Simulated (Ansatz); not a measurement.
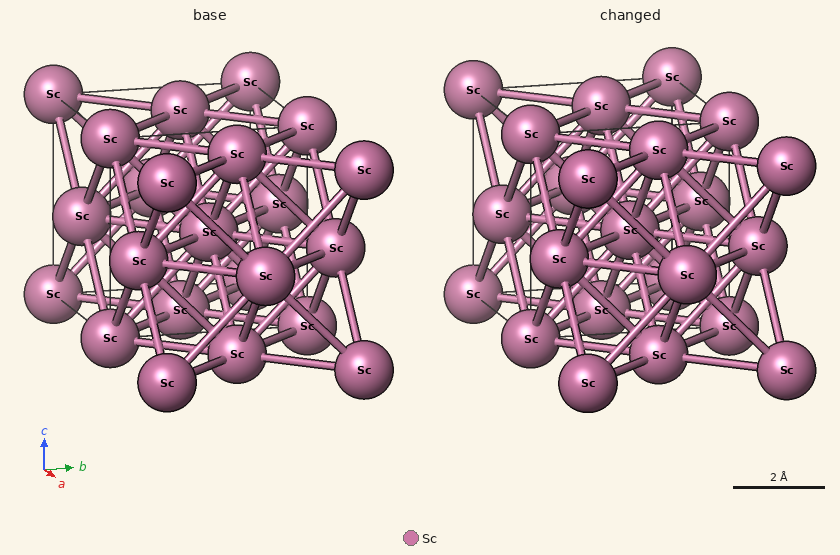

Left: a symmetric starting cell of Sc. Right: the same structure after one change, at the same scale. The picture is a ball-and-stick view of the conventional cell (4 times the calculation's cell), repeated 2 × 1 × 1 with one cell outlined, seen slightly off an axis. Lengths and directions refer to the drawn axes.

These are results of DFT PBE, scalar-relativistic, plane waves, PAW in Ansatz, not measurements. (plane-wave cutoff 420 eV; k-point mesh 14 × 14 × 14; occupations gaussian; smearing width 0.1 eV; no spin polarisation)

Q: Which change leads from the left to the right?

A: The cell is strained by +2.3 % along c and +0.8 % across it (volume +4.0 %), the atoms keeping their fractional coordinates. No relaxation follows. The starting cell wasn't computed here and needn't be at equilibrium, so pressure and forces aren't due to the change alone.

Q: What does the change do?

A: The pressure is 0.7 GPa (not all of it need come from the change, since the unchanged cell can be under pressure at this level too). The principal stresses (compression positive) are 0.4 GPa along c and 0.8 GPa across it. All forces vanish by symmetry. Among the bonded contacts that change: Sc–Sc 3.211 → 3.237 to 3.261 Å. The space group (tolerance 0.01 Å) goes from Fm-3m (No. 225) to I4/mmm (No. 139).
